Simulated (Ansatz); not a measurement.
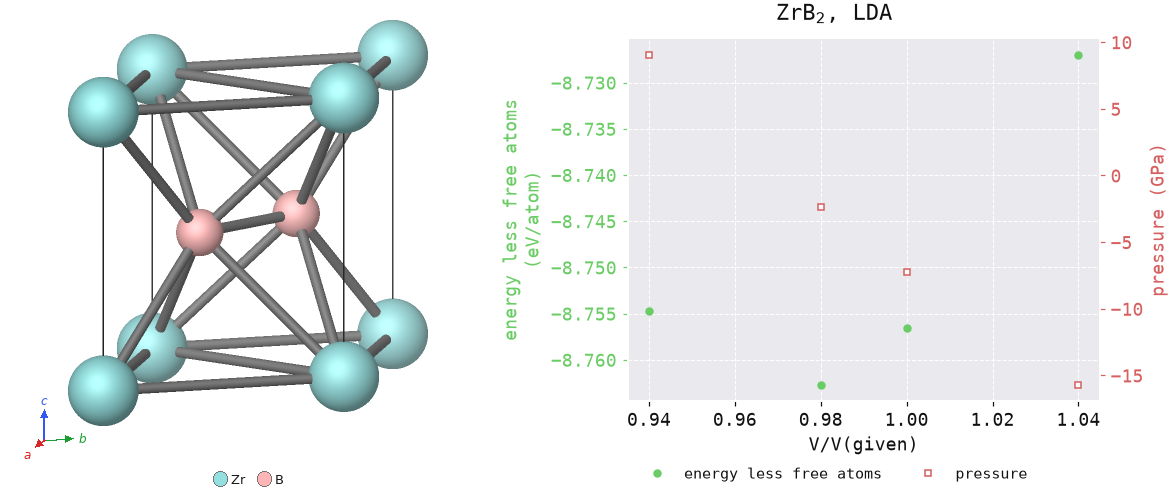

The figure shows the energy less free atoms and pressure against V/V(given) for ZrB₂, space group P6/mmm (No. 191). The conventional cell is drawn beside the plot.

Cell as given: a = 3.165 Å, b = 3.165 Å, c = 3.520 Å, α = 90.00°, β = 90.00°, γ = 120.00°; 3 atoms.

Computed with Ansatz 0.2.0: periodic Kohn-Sham DFT of a crystal at fixed atoms, scaled to the stated factor times the given cell; pressure positive in compression, energy less spherical unpolarised free atoms. Level: LDA.

method all-electron LAPW; relativity scalar; k mesh 13×13×10; occupations Fermi–Dirac; smearing width 0.03 eV; basis error target 1 (meV/atom); nucleus Gaussian.

V(given) is 10.18 Å³/atom.

The point at V/V(given) 1.01 is left out of the plot. What does the calculation give there?

```tsv
V/V(given)	energy less free atoms (eV/atom)	pressure (GPa)
1.01	-8.7512	-9.5
```

Caveats: shape and atomic fractions are frozen while scaling, which makes layered, chain and framework solids too stiff.
